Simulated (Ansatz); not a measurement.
BaTiO3 (5 atoms in the cell), run with Ansatz.

```
crystal:
  lattice:
    - [3.955358286, 0.0, 0.0]
    - [0.0, 3.955358286, 0.0]
    - [0.0, 0.0, 4.0235063192]
  atoms:
    - { symbol: Ba, position: [0.0, 0.0, 0.0003528897] }
    - { symbol: Ti, position: [0.5, 0.5, 0.4850182149] }
    - { symbol: O, position: [0.5, 0.5, 0.0261017506] }
    - { symbol: O, position: [0.5, 0.0, 0.5157635724] }
    - { symbol: O, position: [0.0, 0.5, 0.5157635724] }
basis:
  ecutwfc: "120 eV"
kpoints:
  mp_grid: { grid: [8, 8, 8] }
hamiltonian:
  xc: r2scan
scf:
  occupations: { method: gaussian, width: 0.02 }
  max_iter: 80
output:
  forces: true
  eigenvalues: true
  stress: true
```

Launched with:
```bash
ansatz run input.yaml --threads 2 --pin off --max-ram 5120MiB --backend cpu --events-out ev --progress --plain --runs-dir out
```

Question: Will this run converge, and how?

Answer: It converged, after 9 iterations. The residual falls at every step. The input holds a fault (a cutoff far too low). The SCF closed all the same, which doesn't make the results meaningful for the real system.

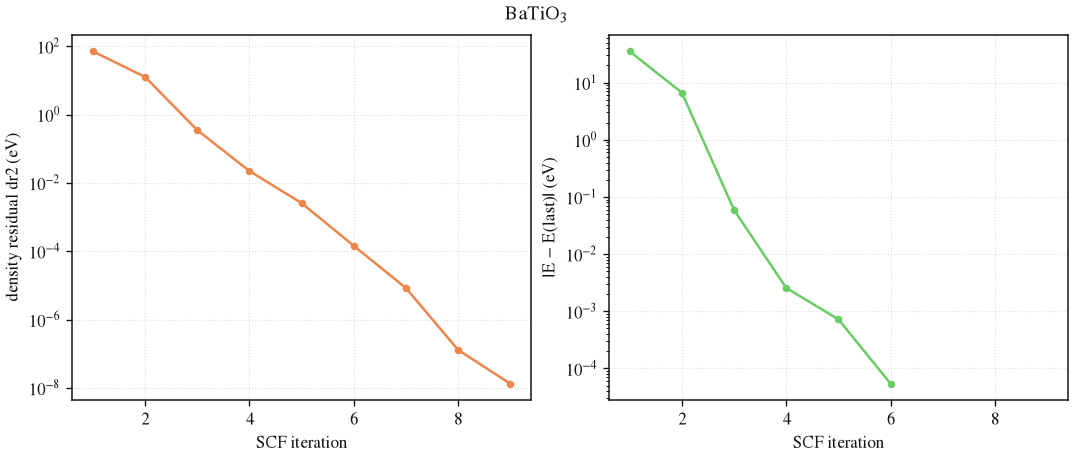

SCF iterations of a calculation: density residual dr2, distance of the Harris–Foulkes energy from its last value. Energy differences below 3 × 10⁻⁶ eV aren't drawn. The starting density is a sum of atomic densities corrected by a trained network.
